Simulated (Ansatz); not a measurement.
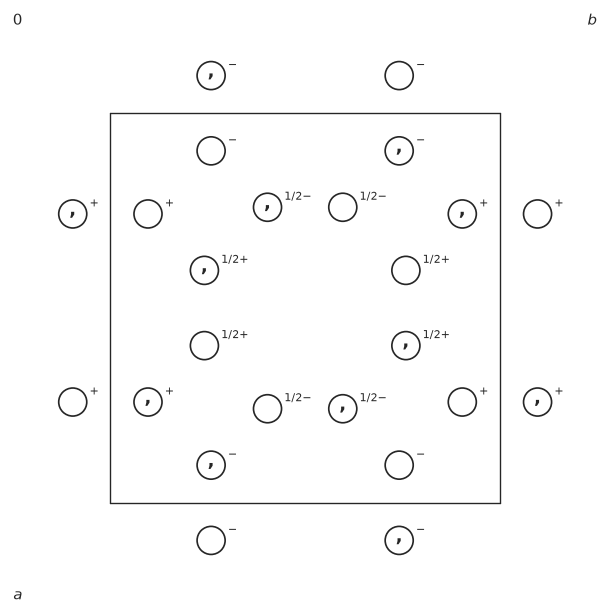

General positions of a space group, projected down c, computed from the operations of a computed or model structure of composition ZrO2.

A circle is a general position, a comma marks the mirror image, + and − with a fraction give the height (along the projection axis: ½+ is ½ plus the coordinate, − is its negative), and a split circle stands for two positions above each other.

### Give the Hermann–Mauguin symbol and number.

P4_2/nmc (No. 137, origin choice 1); primitive tetragonal, point group 4/mmm, 16 general positions a cell.

### Write the general positions (in any order).

x, y, z; −y+1/2, x+1/2, z+1/2; −x, −y, z; y+1/2, −x+1/2, z+1/2; x+1/2, −y+1/2, −z+1/2; −y, −x, −z; −x+1/2, y+1/2, −z+1/2; y, x, −z; −x+1/2, −y+1/2, −z+1/2; y, −x, −z; x+1/2, y+1/2, −z+1/2; −y, x, −z; −x, y, z; y+1/2, x+1/2, z+1/2; x, −y, z; −y+1/2, −x+1/2, z+1/2
